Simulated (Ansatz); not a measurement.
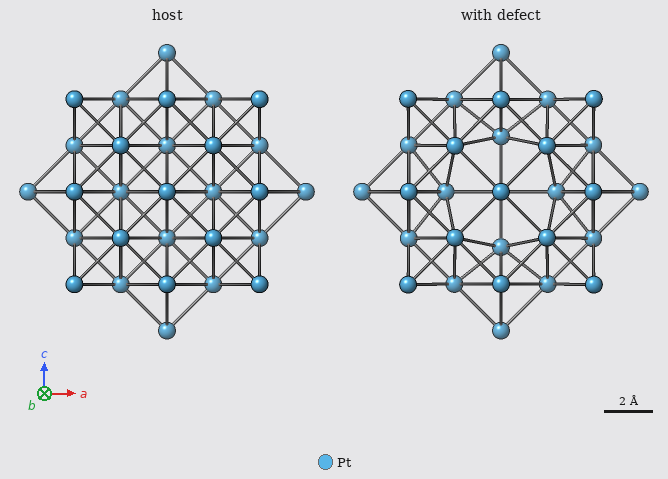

Left: perfect Pt. Right: the same region with one point defect, after relaxing the atoms in a supercell of 27 sites. A ball-and-stick model of the atoms within 6.0 Å of one point, in a slice 4.2 Å thick across the line of sight, seen along the b axis.

Computed with DFT PBEsol, scalar-relativistic, plane waves, PAW in Ansatz 0.2.0. (plane-wave cutoff 420 eV; k-point mesh 4 × 4 × 4; occupations gaussian; smearing width 0.1 eV; no spin polarisation) The cell is small and the k-mesh coarse, so the numbers are rough. The axes drawn are those of the host's conventional cell.

Q: What kind of defect was made?

A: An extra platinum atom is put between the host's atoms (an interstitial).

The charge state of the cell is 0.

Q: What does the relaxation do around it?

A: The Pt atom starts with 6 Pt at 1.96 Å around its place and ends with 6 Pt at 2.34 Å. Of the host's atoms, a platinum atom moves furthest from its site, by 0.38 Å. The Pt atom itself moves 0.10 Å from where it was put.
